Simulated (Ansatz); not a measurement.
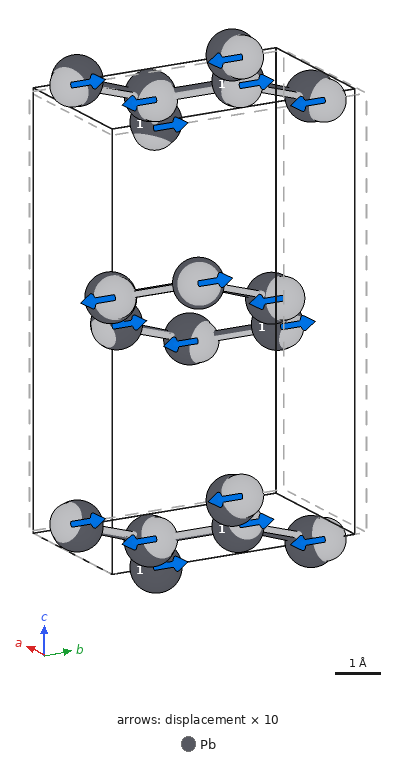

A symmetric starting cell of Pb (made from another compound by putting Pb in place of C), drawn pale, and a changed version of it, drawn solid. The blue arrows show how the atoms are displaced (without the part that the change of the cell carries along), magnified 10 times. Besides, the cell is strained by +1.4 % along c and −4.6 % across it (volume −7.7 %). Style: ball-and-stick. Shown: the conventional cell (4 times the calculation's cell), from a free direction. Lengths and directions refer to the drawn axes.

Method: DFT PBEsol, scalar-relativistic, plane waves, PAW (Ansatz 0.2.0). (plane-wave cutoff 420 eV; k-point mesh 14 × 14 × 14; occupations gaussian; smearing width 0.1 eV; no spin polarisation)

> Describe the displacements and the computed response.

Atoms are displaced by 0.09 Å relative to the cell. No relaxation follows. The starting cell wasn't computed here and needn't be at equilibrium, so pressure and forces aren't due to the change alone. Some distances before and after: Pb–Pb 2.202 → 2.018 to 2.279 Å. The space group stays Fmmm (No. 69). The pressure is 138.5 GPa (not all of it need come from the change, since the unchanged cell can be under pressure at this level too). The principal stresses (compression positive) are 271.7 GPa along a, 144.7 GPa along b, −0.7 GPa along c. The largest forces, 14 eV/Å, act on 2 Pb atoms of the calculation's cell. The forces point straight back along the displacements (cosine −1.00).
